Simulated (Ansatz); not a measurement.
**Run report: C35H8, geometry relaxation (part 3 of 3)**

C35H8 (slab, 43 atoms in the cell); DFT PBE+D3(BJ), scalar-relativistic, plane waves, PAW, no spin polarisation (Ansatz 0.2.0); cutoff 420 eV, 2×2×1 k-mesh, Gaussian smearing of 0.05 eV. The structure derives from an entry of the Crystallography Open Database. The input holds or restrains some coordinates. Forces given for the steps count only the free coordinates. It belongs to a series of runs on one base structure; here: 1 propane a cell, upright, over a top C site.

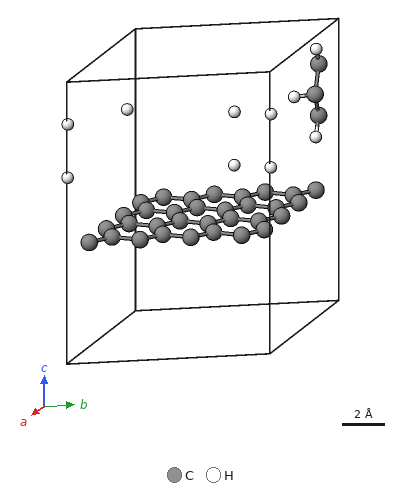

The geometry at step 2 of the log (ball-and-stick view of the cell of the calculation, with the vacuum cut short, seen slightly off an axis; bonded neighbours outside the cell are drawn too).

**Output, continued**
```
  k-point 2: bands = ["-21.5015", "-21.4995", "-20.7688", "-20.7676", "-19.3272", "-19.3258", "-19.3255", "-19.3252", "-18.6184", "-18.6175", "-17.3249", "-17.2598", "-17.2590", "-17.2578", "-17.2575", "-15.6791", "-15.6779", "-14.8058", "-14.8032", "-14.7514", "-14.3642", "-14.3641", "-14.3637", "-14.3631", "-13.0568", "-13.0562", "-12.3062", "-12.0937", "-12.0934", "-11.3640", "-11.3638", "-11.3635", "-11.3633", "-9.7857", "-9.7855", "-9.7843", "-9.7836", "-9.5482", "-9.5255", "-9.1559", "-9.0161", "-9.0156", "-9.0153", "-9.0153", "-8.7718", "-8.6585", "-8.5737", "-8.5733", "-8.5485", "-8.4116", "-8.4103", "-7.6987", "-7.4951", "-7.4949", "-7.1879", "-7.0144", "-6.9973", "-6.9951", "-6.9849", "-6.7695", "-6.7674", "-6.3039", "-6.2598", "-6.1060", "-6.0896", "-6.0886", "-6.0592", "-5.7919", "-4.9072", "-4.9042", "-4.9015", "-4.8916", "-3.3623", "-3.3605", "-1.3896", "-1.3879", "-0.1079", "-0.1060", "-0.1029", "-0.1008", "1.2564", "1.2910", "1.4505", "1.4545", "1.7773", "1.8868", "2.1499", "2.1726", "2.3483", "2.3991", "2.7711", "2.8515", "2.8579", "2.8603", "2.8610", "2.8687", "2.9797", "3.0009", "3.1029", "3.2779", "3.3294", "3.3750", "3.6296", "3.9387", "3.9632", "4.1085", "4.1604", "4.2163", "4.3023", "4.4104", "4.4532", "4.4975", "4.5913", "4.7412", "4.8492", "4.8536", "4.9172"]
  k-point 3: bands = ["-21.5013", "-21.4996", "-20.7688", "-20.7676", "-19.3272", "-19.3259", "-19.3255", "-19.3253", "-18.6181", "-18.6177", "-17.3247", "-17.2596", "-17.2592", "-17.2580", "-17.2576", "-15.6789", "-15.6779", "-14.8043", "-14.8031", "-14.7533", "-14.3644", "-14.3639", "-14.3636", "-14.3630", "-13.0568", "-13.0562", "-12.3063", "-12.0937", "-12.0933", "-11.3642", "-11.3637", "-11.3636", "-11.3633", "-9.7856", "-9.7856", "-9.7840", "-9.7839", "-9.5479", "-9.5260", "-9.1553", "-9.0157", "-9.0157", "-9.0154", "-9.0151", "-8.7718", "-8.6590", "-8.5737", "-8.5733", "-8.5488", "-8.4116", "-8.4104", "-7.6977", "-7.4952", "-7.4949", "-7.1896", "-7.0142", "-6.9966", "-6.9951", "-6.9846", "-6.7690", "-6.7676", "-6.3049", "-6.2583", "-6.1048", "-6.0897", "-6.0884", "-6.0616", "-5.7911", "-4.9049", "-4.9031", "-4.9018", "-4.8959", "-3.3616", "-3.3600", "-1.3919", "-1.3875", "-0.1067", "-0.1051", "-0.1024", "-0.1013", "1.2666", "1.3010", "1.4492", "1.4542", "1.7764", "1.8973", "2.1538", "2.1922", "2.3535", "2.3758", "2.7771", "2.8529", "2.8566", "2.8594", "2.8614", "2.8666", "2.9654", "2.9937", "3.0934", "3.2731", "3.3315", "3.3643", "3.5764", "3.9301", "3.9485", "4.0668", "4.1022", "4.1953", "4.2771", "4.4551", "4.4832", "4.5426", "4.6093", "4.7363", "4.7940", "4.8696", "4.9208"]
--- Relaxed structure (3 steps of the walk, 3 accepted, 0 SCFs on fresh bases) ---
  F+E_penalty+E_count = -8915.39202681 eV   max|allowed force component| = 1.381e-2 eV/Å
  atoms:
    - { symbol: C, position: [0.41666666669999997, 0.3333333333, 0.3585046948] }
    - { symbol: C, position: [0.4166837169812396, 0.583343819529199, 0.3582715416816436] }
    - { symbol: C, position: [0.4166876204383944, 0.8333444424251278, 0.3578977776416149] }
    - { symbol: C, position: [0.4166785849595403, 0.0833405682297772, 0.3578715550858329] }
    - { symbol: C, position: [0.6666827868807395, 0.3333456011668793, 0.3582911410814796] }
    - { symbol: C, position: [0.666695649577481, 0.583356464278728, 0.358060813809938] }
    - { symbol: C, position: [0.6667044693471444, 0.8333468268575668, 0.3578371336817991] }
    - { symbol: C, position: [0.666688115796426, 0.08333951295267028, 0.3580790276927137] }
    - { symbol: C, position: [0.9166819795098645, 0.33334099858933014, 0.3580778394389229] }
    - { symbol: C, position: [0.9166830854794836, 0.5833614323913932, 0.3576241368913828] }
    - { symbol: C, position: [0.9166785446310686, 0.8333446045842827, 0.3567475412505552] }
    - { symbol: C, position: [0.9166909181575318, 0.08332502088720728, 0.3575960972804168] }
    - { symbol: C, position: [0.16667372978713638, 0.3333275095131909, 0.3581089014845431] }
    - { symbol: C, position: [0.16667867520629742, 0.5833462975994443, 0.3579202580863735] }
    - { symbol: C, position: [0.16667311315900962, 0.8333497702975836, 0.35693606644652104] }
    - { symbol: C, position: [0.1666711778784599, 0.08333119819940014, 0.3570939281420787] }
    - { symbol: C, position: [0.3333223112414003, 0.16665699746109208, 0.35787587361948076] }
    - { symbol: C, position: [0.3333399366033837, 0.41667168593171106, 0.35839978303812414] }
    - { symbol: C, position: [0.3333481679707152, 0.6666783135794044, 0.3580293414570724] }
    - { symbol: C, position: [0.3333433128237316, 0.9166744732963514, 0.3575280925042228] }
    - { symbol: C, position: [0.5833505836691911, 0.1666741333384414, 0.35817932821089526] }
    - { symbol: C, position: [0.5833477376793234, 0.4166804548380463, 0.3584560803010361] }
    - { symbol: C, position: [0.5833595228714796, 0.6666842704048657, 0.35809232360867865] }
    - { symbol: C, position: [0.5833599888730054, 0.9166736253422847, 0.35801290013856757] }
    - { symbol: C, position: [0.8333593113721307, 0.16666488871763888, 0.35800239198062284] }
    - { symbol: C, position: [0.8333531968674579, 0.4166881313960792, 0.35806827952121595] }
    - { symbol: C, position: [0.8333671563589633, 0.6667154019845771, 0.3573947972087253] }
    - { symbol: C, position: [0.8333704505614608, 0.9166613356898553, 0.3573201419587983] }
    - { symbol: C, position: [0.08334850508690643, 0.16665698172692212, 0.3575775873169809] }
    - { symbol: C, position: [0.08334687425577489, 0.41667364067318197, 0.3580970327193616] }
    - { symbol: C, position: [0.08334532543058115, 0.6666854269241471, 0.3574467530224625] }
    - { symbol: C, position: [0.08332998104360301, 0.9166727030309949, 0.35646126804126077] }
    - { symbol: C, position: [0.010813115588646005, 0.9063689374673749, 0.6288222791730699] }
    - { symbol: C, position: [0.10381683522450141, 0.9192718699883687, 0.5722407196913829] }
    - { symbol: C, position: [0.013865307854994346, 0.9054140894865592, 0.5147043632965481] }
    - { symbol: H, position: [0.07737167450413374, 0.9164399987806879, 0.6696812028545103] }
    - { symbol: H, position: [-0.02031935621893799, 0.9989908762044086, 0.6301816535214212] }
    - { symbol: H, position: [-0.09901076570420453, 0.7933166353759387, 0.6305097278909093] }
    - { symbol: H, position: [0.13679671488708628, 0.8277627659824911, 0.5726812688089614] }
    - { symbol: H, position: [0.21473649386798804, 1.0317578721609122, 0.5722975390260809] }
    - { symbol: H, position: [0.08324642976425284, 0.9148283075155921, 0.4749018359085162] }
    - { symbol: H, position: [-0.09583012282907749, 0.7923227458606228, 0.5122865240534829] }
    - { symbol: H, position: [-0.017026943574977083, 0.9980923714415973, 0.5117796247157582] }
```

**Trajectory as extended XYZ (Å, eV, eV/Å), 3 frames, from step=1 to step=3**
```
43
Lattice="9.8602 0.0000 0.0000 -4.9301 8.5392 0.0000 0.0000 0.0000 22.3149" Properties=species:S:1:pos:R:3:forces:R:3 step=1 energy=-8915.33559
C     2.4651    2.8464    8.0000   -0.0001   0.0013   0.0305
C     1.2325    4.9812    8.0000   -0.0002   0.0000   0.0283
C     0.0000    7.1160    8.0000    0.0014   0.0004   0.0297
C     3.6976    0.7116    8.0000    0.0020  -0.0001   0.0360
C     4.9301    2.8464    8.0000    0.0001  -0.0005   0.0280
C     3.6976    4.9812    8.0000    0.0021   0.0026   0.0329
C     2.4651    7.1160    8.0000    0.0051   0.0020   0.0320
C     6.1626    0.7116    8.0000   -0.0010  -0.0009   0.0289
C     7.3951    2.8464    8.0000    0.0005   0.0006   0.0288
C     6.1626    4.9812    8.0000   -0.0011   0.0025   0.0394
C     4.9301    7.1160    8.0000   -0.0125  -0.0055  -0.0457
C     8.6277    0.7116    8.0000    0.0036  -0.0027   0.0376
C     0.0000    2.8464    8.0000    0.0007  -0.0038   0.0302
C    -1.2325    4.9812    8.0000   -0.0011   0.0008   0.0293
C    -2.4651    7.1160    8.0000   -0.0056   0.0033  -0.0061
C     1.2325    0.7116    8.0000    0.0002   0.0015  -0.0185
C     2.4651    1.4232    8.0016   -0.0121  -0.0068  -0.0194
C     1.2325    3.5580    8.0016    0.0002  -0.0007  -0.0255
C     0.0000    5.6928    8.0016   -0.0002   0.0006  -0.0263
C    -1.2325    7.8276    8.0016   -0.0023  -0.0007  -0.0178
C     4.9301    1.4232    8.0016    0.0006  -0.0007  -0.0257
C     3.6976    3.5580    8.0016   -0.0010   0.0002  -0.0253
C     2.4651    5.6928    8.0016    0.0018   0.0030  -0.0221
C     1.2325    7.8276    8.0016    0.0009  -0.0007  -0.0252
C     7.3951    1.4232    8.0016    0.0042  -0.0026  -0.0240
C     6.1626    3.5580    8.0016    0.0004   0.0018  -0.0251
C     4.9301    5.6928    8.0016    0.0003   0.0281  -0.0245
C     3.6976    7.8276    8.0016    0.0226  -0.0118  -0.0232
C     0.0000    1.4232    8.0016    0.0063  -0.0083  -0.0169
C    -1.2325    3.5580    8.0016   -0.0007  -0.0002  -0.0258
C    -2.4651    5.6928    8.0016   -0.0027   0.0019  -0.0140
C    -3.6976    7.8276    8.0016   -0.0067  -0.0008  -0.1735
C    -4.3462    7.7413   13.8479    0.1758   0.0237   0.3048
C    -3.4930    7.8548   12.5883   -0.0283  -0.0046  -0.0043
C    -4.3462    7.7413   11.3287    0.2395   0.0276  -0.2498
H    -3.6976    7.8276   14.7449   -0.3814  -0.0507  -0.1538
H    -5.1023    8.5548   13.8764    0.1859  -0.3425   0.0720
H    -4.8633    6.7584   13.8764    0.0902   0.3795   0.0717
H    -2.7299    7.0469   12.5883   -0.1113   0.3465  -0.0077
H    -2.9675    8.8340   12.5883   -0.0156  -0.3603  -0.0068
H    -3.6976    7.8276   10.4316   -0.4278  -0.0595   0.3300
H    -4.8633    6.7584   11.3001    0.0881   0.3720  -0.0899
H    -5.1023    8.5548   11.3001    0.1791  -0.3356  -0.0928
43
Lattice="9.8602 0.0000 0.0000 -4.9301 8.5392 0.0000 0.0000 0.0000 22.3149" Properties=species:S:1:pos:R:3:forces:R:3 step=2 energy=-8915.38886
C     2.4651    2.8464    8.0000    0.0015  -0.0020  -0.1050
C     1.2326    4.9813    7.9900   -0.0005   0.0009  -0.0145
C     0.0002    7.1161    7.9810   -0.0016  -0.0004  -0.0102
C     3.6977    0.7117    7.9800   -0.0011  -0.0009  -0.0083
C     4.9302    2.8465    7.9895    0.0004   0.0002   0.0014
C     3.6977    4.9814    7.9841    0.0032   0.0023  -0.0083
C     2.4654    7.1161    7.9789    0.0029   0.0009  -0.0093
C     6.1628    0.7117    7.9846    0.0000  -0.0001   0.0001
C     7.3953    2.8465    7.9846    0.0001   0.0001  -0.0034
C     6.1627    4.9814    7.9740   -0.0005   0.0016  -0.0162
C     4.9302    7.1161    7.9468   -0.0013  -0.0011   0.0178
C     8.6280    0.7115    7.9729    0.0008  -0.0009  -0.0109
C     0.0001    2.8464    7.9856    0.0006  -0.0028  -0.0074
C    -1.2325    4.9813    7.9814   -0.0014   0.0020  -0.0112
C    -2.4650    7.1161    7.9543   -0.0015   0.0007  -0.0068
C     1.2326    0.7116    7.9570    0.0018  -0.0002   0.0052
C     2.4650    1.4231    7.9798   -0.0028   0.0005   0.0085
C     1.2326    3.5580    7.9922    0.0008  -0.0005   0.0263
C     0.0001    5.6929    7.9828    0.0003  -0.0006   0.0142
C    -1.2325    7.8277    7.9712   -0.0002   0.0006  -0.0032
C     4.9302    1.4233    7.9874    0.0001   0.0000   0.0025
C     3.6976    3.5581    7.9936    0.0005   0.0005   0.0250
C     2.4652    5.6929    7.9843   -0.0002  -0.0002   0.0116
C     1.2328    7.8276    7.9828    0.0001   0.0003   0.0107
C     7.3954    1.4232    7.9829    0.0004  -0.0005   0.0024
C     6.1627    3.5582    7.9843   -0.0006   0.0006   0.0043
C     4.9302    5.6932    7.9666   -0.0008  -0.0010  -0.0027
C     3.6980    7.8275    7.9649   -0.0006   0.0002  -0.0054
C     0.0002    1.4231    7.9719    0.0002   0.0006  -0.0047
C    -1.2324    3.5581    7.9844    0.0000   0.0001   0.0135
C    -2.4650    5.6930    7.9690    0.0006  -0.0013  -0.0015
C    -3.6976    7.8276    7.9362    0.0015   0.0031   0.0658
C    -4.3508    7.7411   14.0125   -0.0218  -0.0011   0.0222
C    -3.5083    7.8515   12.7422    0.0922   0.0090   0.0057
C    -4.3333    7.7360   11.4618   -0.0333  -0.0013  -0.0185
H    -3.7350    7.8259   14.9230   -0.0755  -0.0099  -0.1100
H    -5.1134    8.5367   14.0445    0.0453  -0.0804   0.0242
H    -4.8760    6.7724   14.0484    0.0224   0.0890   0.0233
H    -2.7335    7.0647   12.7447   -0.0418   0.0842   0.0102
H    -2.9698    8.8154   12.7397   -0.0177  -0.0890   0.0108
H    -3.6957    7.8179   10.5706   -0.0544  -0.0079   0.0605
H    -4.8569    6.7666   11.4104    0.0267   0.0927  -0.0045
H    -5.0944    8.5325   11.4031    0.0554  -0.0881  -0.0039
43
Lattice="9.8602 0.0000 0.0000 -4.9301 8.5392 0.0000 0.0000 0.0000 22.3149" Properties=species:S:1:pos:R:3:forces:R:3 step=3 energy=-8915.39203
C     2.4651    2.8464    8.0000    0.0023  -0.0004  -0.0349
C     1.2326    4.9813    7.9948   -0.0002   0.0006   0.0073
C     0.0002    7.1161    7.9865   -0.0009   0.0000   0.0014
C     3.6977    0.7117    7.9859   -0.0004  -0.0006  -0.0015
C     4.9302    2.8465    7.9952    0.0001   0.0001  -0.0013
C     3.6977    4.9814    7.9901    0.0018   0.0012   0.0010
C     2.4654    7.1161    7.9851    0.0013   0.0005   0.0003
C     6.1628    0.7117    7.9905   -0.0001   0.0000  -0.0022
C     7.3953    2.8465    7.9905    0.0001   0.0001   0.0000
C     6.1626    4.9814    7.9803   -0.0001   0.0007   0.0006
C     4.9302    7.1161    7.9608   -0.0003  -0.0006   0.0086
C     8.6280    0.7115    7.9797    0.0001  -0.0002  -0.0012
C     0.0001    2.8463    7.9912    0.0001  -0.0015   0.0014
C    -1.2325    4.9813    7.9870   -0.0011   0.0010   0.0020
C    -2.4651    7.1161    7.9650   -0.0014   0.0008   0.0091
C     1.2326    0.7116    7.9685    0.0010  -0.0011   0.0082
C     2.4650    1.4231    7.9860   -0.0013   0.0015  -0.0048
C     1.2326    3.5580    7.9977    0.0010  -0.0004  -0.0110
C     0.0001    5.6929    7.9894    0.0004  -0.0004  -0.0035
C    -1.2325    7.8277    7.9782   -0.0002   0.0002   0.0015
C     4.9302    1.4233    7.9927   -0.0001   0.0000   0.0037
C     3.6976    3.5581    7.9989   -0.0005   0.0000  -0.0105
C     2.4652    5.6929    7.9908   -0.0004  -0.0005  -0.0026
C     1.2328    7.8276    7.9890   -0.0001   0.0001  -0.0032
C     7.3954    1.4232    7.9888    0.0001  -0.0001   0.0013
C     6.1627    3.5582    7.9903   -0.0003   0.0003   0.0014
C     4.9302    5.6932    7.9752   -0.0006  -0.0011   0.0047
C     3.6980    7.8275    7.9736   -0.0006   0.0001   0.0050
C     0.0002    1.4231    7.9793    0.0003   0.0007   0.0035
C    -1.2324    3.5581    7.9909    0.0001   0.0001  -0.0034
C    -2.4650    5.6929    7.9764    0.0005  -0.0006  -0.0014
C    -3.6976    7.8276    7.9544    0.0019   0.0023   0.0040
C    -4.3619    7.7396   14.0321    0.0058   0.0014  -0.0062
C    -3.5084    7.8498   12.7695   -0.0138  -0.0031   0.0019
C    -4.3271    7.7315   11.4856    0.0073   0.0015   0.0036
H    -3.7552    7.8256   14.9439   -0.0013   0.0002  -0.0036
H    -5.1255    8.5306   14.0624    0.0005  -0.0005  -0.0017
H    -4.8874    6.7743   14.0698    0.0003   0.0002  -0.0012
H    -2.7321    7.0684   12.7793   -0.0075   0.0023   0.0068
H    -2.9693    8.8104   12.7708   -0.0064  -0.0024   0.0061
H    -3.6894    7.8119   10.5974    0.0045  -0.0005  -0.0038
H    -4.8511    6.7658   11.4316    0.0032   0.0003   0.0071
H    -5.0886    8.5229   11.4203    0.0050  -0.0022   0.0067
```

**Summary**

| quantity | value |
| --- | --- |
| outcome | converged under the restraints of the input |
| electrons treated | 148 |
| free energy | −8915.3920 eV |
| work function, top face | 4.30 eV |
| work function, bottom face | 4.28 eV |
| Fermi energy | −2.376 eV |
| gap on the k-point mesh | 1.97 eV |
| final volume | 1878.87 Å³ |
| work function (upper face) | 4.30 eV |
| largest force (length of the vector) at the end, held atoms and coordinates included | 0.035 eV/Å |
| hardware | 4 threads of Intel Xeon (Granite Rapids), 32 GiB of memory available, shared host |
| wall time | 31 s (CPU time 2 min) |
| peak memory | 4.3 GiB |

The program warns: the exchange-correlation potential is rough where the density is thin.
